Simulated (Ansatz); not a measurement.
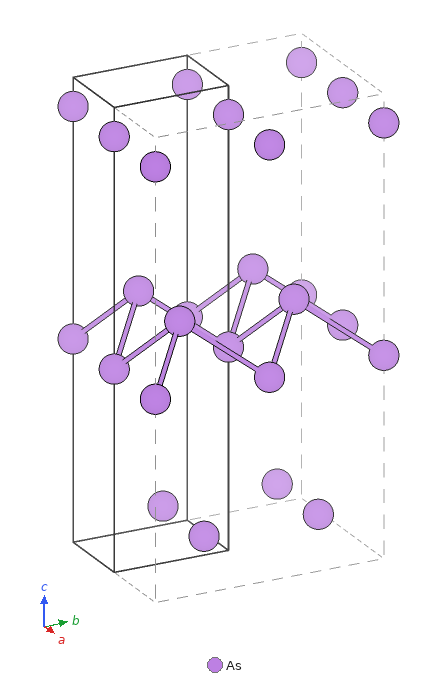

The structure above is drawn in ball-and-stick style and viewed slightly off an axis. The structure is repeated 2×2×1 times; solid lines mark one conventional unit cell.

As, space group P6_3mc (No. 186), a = 3.61 Å, b = 3.61 Å, c = 10.64 Å, α = 90.00°, β = 90.00°, γ = 120.00°.

The numbers come from DFT PBE, scalar-relativistic, plane waves, PAW (Ansatz), using plane-wave cutoff 420 eV, 15×15×6 k-points, Gaussian smearing of 0.1 eV, no spin polarisation.

Is it conducting or gapped at this level?

Answer. A semiconductor at this level, with a gap of 0.69 eV on the k-mesh (the true edges may lie between mesh points, so the gap can be somewhat smaller).

The structure comes from a structure type filled with this element by a generator (whether the element takes this form wasn't checked). The picture shows the end point of a geometry optimisation with DFT PBE, scalar-relativistic, plane waves, PAW (Ansatz 0.2.0).
